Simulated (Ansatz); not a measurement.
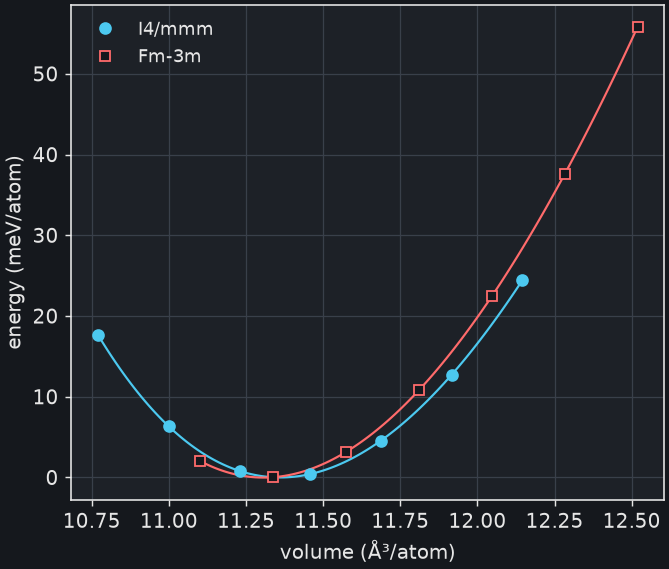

Computed with Ansatz 0.2.0: all-electron LAPW DFT, no spin polarisation; energies at scaled volumes of the given cell, shape and fractions fixed, counted from the fit's minimum, third-order Birch-Murnaghan fit. Level: PBEsol.

k mesh 13×13×13; occupations Fermi–Dirac; smearing width 0.05 eV; potentials all electron LAPW, scalar relativistic.

Caption: Energy against volume, with one curve for each structure, for Cu. Each energy curve has its own zero, so the curves don't rank the structures.

The fitted equilibrium volumes, smallest first, are Fm-3m 11.307, I4/mmm 11.361 Å³/atom. The fitted bulk moduli, smallest first, are I4/mmm 165.3, Fm-3m 168.9 GPa.

Limits of the calculation: shape and atomic fractions are frozen while scaling, which makes layered, chain and framework solids too stiff.
